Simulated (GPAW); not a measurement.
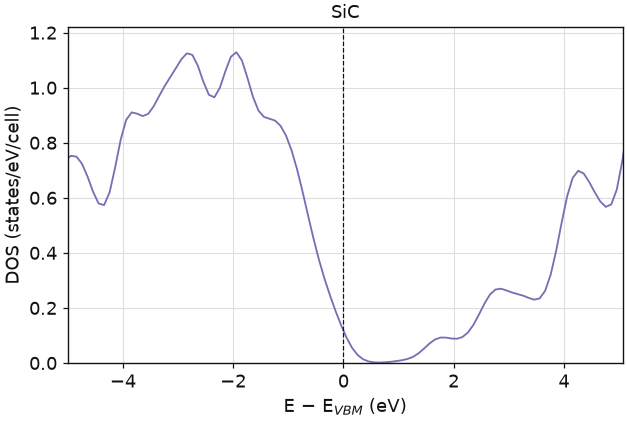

Density of states. Energies are counted from the top of the valence band. The DOS curve is built from the levels of the k mesh with Gaussians 0.55 eV wide, which also blur the band edges; ripples of that width can come from the mesh.

The material is tetragonally strained zincblende SiC, space group I-4m2, 2 atoms in the primitive cell; a = 3.051 Å, c = 4.446 Å (tetragonal axes).

Level of theory: PBEsol, PAW data sets generated in the run's folder for this functional, no spin polarisation, no spin-orbit coupling, 10×10×10 k mesh, 800 eV cutoff; code GPAW.

Q: Is there a gap at the Fermi level, and how wide?

A: There is a gap; over the k points computed it is 1.08 eV (indirect; the smallest direct gap on the k mesh is 4.42 eV).

The cell is under a strain of −1 % (tetragonal). LDA, GGA and most meta-GGA functionals understate gaps.
